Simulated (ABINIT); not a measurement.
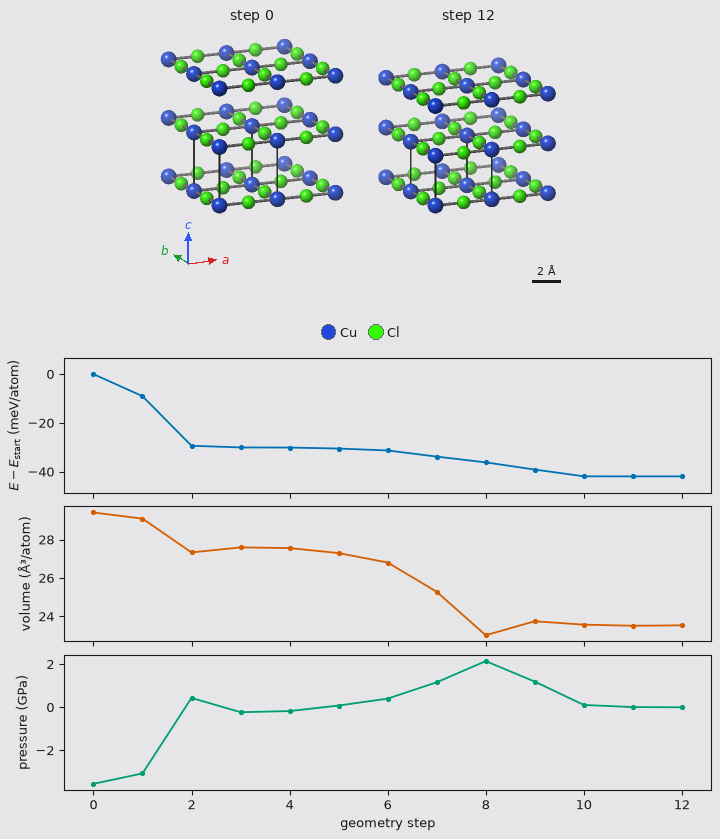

First and last geometry of a relaxation of a crystal of CuCl$_{2}$ (set up in P4/mmm), with the history of the run. The picture is a ball-and-stick view of the cell of the calculation, repeated 2 × 2 × 2 with one cell outlined, seen slightly off an axis.

The run lets cell and atoms move.

All numbers below come from ABINIT, Kohn-Sham DFT of a periodic cell, LDA, PseudoDojo NC SR LDA v0.4.1 standard.

The input:
```
pp_dirpath "./"
pseudos "Cu.upf, Cl.upf"

acell 8.5427866258 8.5427866258 8.159293165
rprim
     1.0000000000     0.0000000000     0.0000000000
     0.0000000000     1.0000000000     0.0000000000
     0.0000000000     0.0000000000     1.0000000000
ntypat 2
znucl 29 17
natom 3
typat 1 2 2
chkprim 0
chksymtnons 0
tolsym 1.0e-6
xred
            0.0            0.0            0.0
            0.0            1/2            0.0
            1/2            0.0            0.0

ecut 46.0
ecutsm 0.5

kptopt 1
ngkpt 4 4 4
nshiftk 1
shiftk 0.0 0.0 0.0

ixc 7

nband 21
occopt 3
tsmear 0.00183747

nstep 80
tolvrs 1.0e-12

iomode 3
prteig 0
prtebands 0
prtwf 0
prtden 0

ionmov 2
optcell 2
ntime 50
tolmxf 2.0e-5
dilatmx 1.08
```

Command:
```bash
mpirun --bind-to none -np 4 abinit run.abi > log 2>&1
```

Read the history and describe the run.

Answer. It converged. No atom moves by more than 0.005 Å relative to the cell. The drawn cell changes as follows: a = b 4.521 → 4.385 Å (−3.0 %), c 4.318 → 3.671 Å (−15.0 %); the volume changes by −20.0 %. Among the contacts that change: Cl–Cu 2.260 → 2.193 Å. The space group stays P4/mmm (No. 123). After 12 geometry steps the energy has fallen by 41.9 meV per atom. All forces vanish by symmetry, so only the cell relaxes. The pressure goes from −3.56 to 0.00 GPa.

Limits of the set-up: an element that often carries a moment was run without spin polarisation; layers or molecules are held without a dispersion correction, so their spacing is unreliable.
